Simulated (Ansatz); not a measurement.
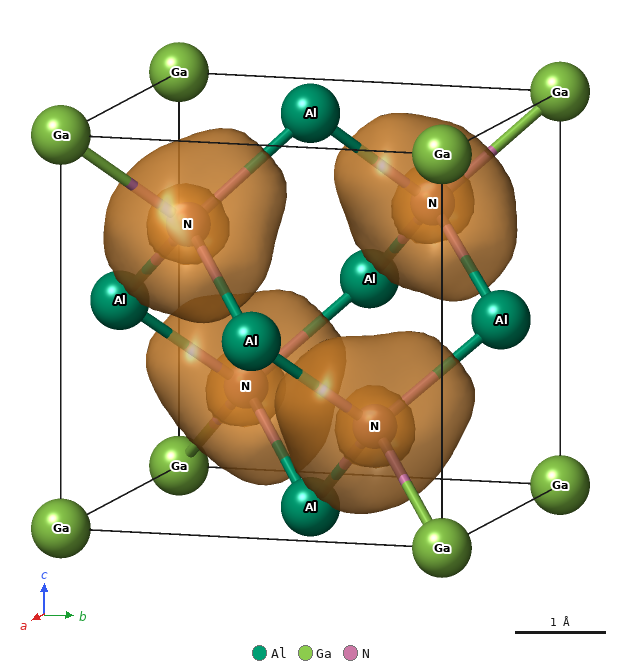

Figure 1: Al₃GaN₄. Isosurface of the ELF at 0.7 (orange), seen slightly off an axis. Core shells and regions of very low density are left out. Sticks mark near contacts.

Space group P-43m; a structure from a database of computed crystals, not necessarily the ambient phase; changed on purpose from its base cell (equal engineering shear yz, xz and xy +0.0000, equal normal strain along x, y and z +0.0100); computed pressure about −6 GPa in this cell.

Theory: DFT PBEsol, scalar-relativistic, plane waves, PAW (Ansatz 0.2.0).

```
Al Ga N
1.0
     4.45119    0.00000    0.00000
     0.00000    4.45119    0.00000
     0.00000    0.00000    4.45119
Al Ga N
3 1 4
Direct
  0.50000 0.50000 0.00000
  0.50000 0.00000 0.50000
  0.00000 0.50000 0.50000
  0.00000 0.00000 0.00000
  0.74471 0.74471 0.25529
  0.74471 0.25529 0.74471
  0.25529 0.74471 0.74471
  0.25529 0.25529 0.25529
```

### Identify the bonds, lone pairs and shells in this picture.

At this value the surface marks out four regions on N in which the atom's valence shell and bonds are merged, counted in one cell of 8 atoms. Regions shared between cells count once. Profiles from the grid: Al–N (1.91 Å): the ELF peaks at about 0.90 between the atoms; a polar covalent bond. Ga–N (1.97 Å): the ELF peaks at about 0.85 in the valence shell of N, 0.7 Å from its nucleus, and is about 0.45 at the midpoint.

### Does the calculation make it a metal, or give it a gap?

It is gapped, with a Kohn–Sham gap of 3.2 eV on the k-point mesh (the band edges may lie off the mesh, which would make the gap smaller).
